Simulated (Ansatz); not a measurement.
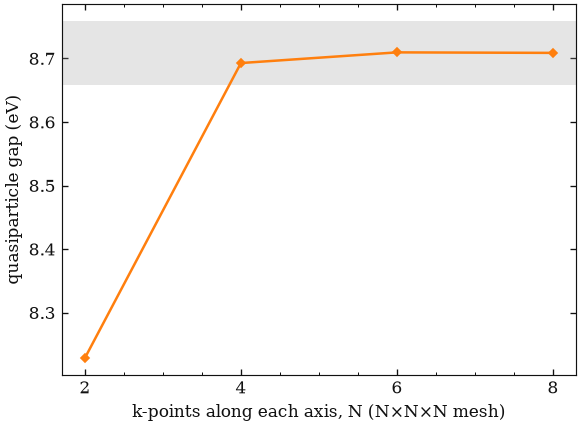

One cell, run at 4 values of the k-point mesh.
The run: LiCl (Fm-3m, 2 atoms in the cell), by Ansatz, G0W0@PBE, plasmon-pole screening, soft PAW set, first generation; cutoff 420 eV, response cutoff 113 eV, 166 empty bands.
Dashed lines or grey bands mark the tolerance: 0.05 eV.

Q: From which setting is the quasiparticle gap converged to 0.05 eV?

A: The quasiparticle gap is within 0.05 eV of the densest setting's value from 4×4×4 on. It is 8.23 eV at 2×2×2 and 8.71 eV at 8×8×8. The potentials or cutoffs used are known to leave an error of their own, so the limit of this scan isn't the converged value for the crystal.
